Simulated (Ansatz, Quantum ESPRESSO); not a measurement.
# 1T-ZrSe2, 1 layer: the energy at a withheld member of a series

Method. Quantum ESPRESSO 7.5, PBE, GBRV ultrasoft. Cell and atoms are first relaxed; each strained cell is then held and the atoms relax in it. A periodic run with 15 Å of vacuum in the starting cell gives the vacuum levels, and bands follow along a path. The series steps biaxial strain. Energies count from the lowest.

| biaxial strain | energy (eV) |
| --- | --- |
| -4 % | 0.1036 |
| -3 % | 0.0580 |
| -2 % | 0.0254 |
| -1 % | 0.0062 |
| 0 % | 0.0000 |
| 1 % | 0.0058 |
| 3 % | 0.0505 |
| 4 % | 0.0878 |

One more run was made and is withheld. What is the energy at 2 %?

**Fit.** The rows at 1 % and 3 % give a slope of (0.0505 − (0.0058))/(3 − (1)) = 0.02235, so a straight line gives 0.0282 eV. A parabola through these and the row at 0 % gives 0.0226 eV.

**Check.** 0.0229 eV. The line misses by +0.0053 and the parabola by −0.0003 eV. The parabola does better.

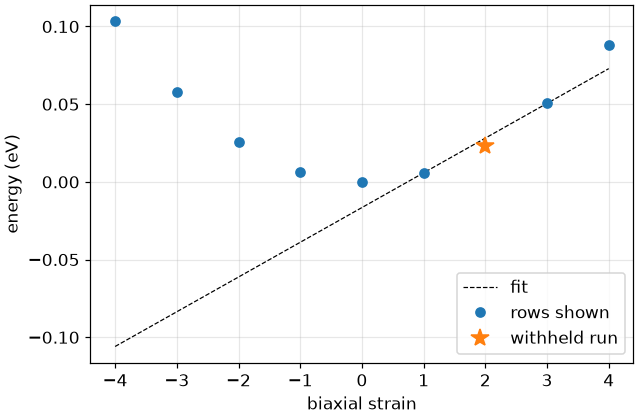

The rows shown, the fit and the withheld run.

Caveats: Semilocal gaps are too small; the 1×1 cell can't ripple over many cells under compression as a free sheet would. No spin-orbit coupling.
